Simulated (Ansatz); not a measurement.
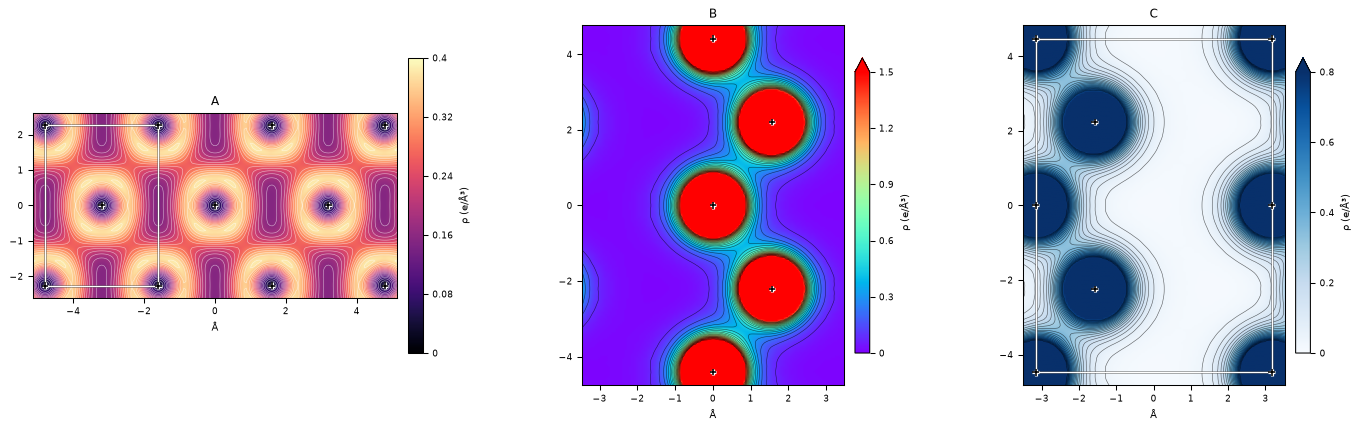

The valence charge density (pseudo) of 3 systems, each on a plane through atoms (crosses mark nuclei in the plane).

Method: DFT, PBE, plane waves (420 eV) with PAW, scalar-relativistic (Ansatz).

System 1: Si, the (011) plane of the conventional cell. Space group Im-3m; set up as Si, bcc; a generated structure, not necessarily the stable one; changed on purpose from its base cell (volume × 1.12); computed pressure about −8 GPa in this cell.

```
Si
1.0
     3.19880    0.00000    0.00000
     0.00000    3.19880    0.00000
     0.00000    0.00000    3.19880
Si
2
Direct
  0.00000 0.00000 0.00000
  0.50000 0.50000 0.50000
```

System 2: Au, the (101) plane of the conventional cell. Space group Fd-3m; set up as Au, diamond; a generated structure, not necessarily the stable one; changed on purpose from its base cell (volume × 1.04).

```xyz
8
Lattice="6.2410 0.0000 0.0000 0.0000 6.2410 0.0000 0.0000 0.0000 6.2410" Properties=species:S:1:pos:R:3 pbc="T T T"
Au    4.6808    1.5603    1.5603
Au    1.5603    4.6808    1.5603
Au    1.5603    1.5603    4.6808
Au    4.6808    4.6808    4.6808
Au    3.1205    0.0000    0.0000
Au    0.0000    3.1205    0.0000
Au    0.0000    0.0000    3.1205
Au    3.1205    3.1205    3.1205
```

System 3: Se, the (110) plane of the conventional cell. Space group Fd-3m; set up as Se, diamond; a generated structure, not necessarily the stable one; changed on purpose from its base cell (volume × 1.0).

```
Se
1.0
     6.33409    0.00000    0.00000
     0.00000    6.33409    0.00000
     0.00000    0.00000    6.33409
Se
8
Direct
  0.75000 0.25000 0.25000
  0.25000 0.75000 0.25000
  0.25000 0.25000 0.75000
  0.75000 0.75000 0.75000
  0.50000 0.00000 0.00000
  0.00000 0.50000 0.00000
  0.00000 0.00000 0.50000
  0.50000 0.50000 0.50000
```

Q: Match each panel to its system.

A: Panel A is system 1, Si: the plane holds Si. Si–Si (2.77 Å): ρ is about 0.27 e/Å³ halfway. Panel B is system 2, Au: the plane holds Au. Au–Au (2.70 Å): ρ at the midpoint is about 0.4 e/Å³. Panel C is system 3, Se: the plane holds Se. Se–Se (2.74 Å): the density is about 0.33 e/Å³ at the midpoint.
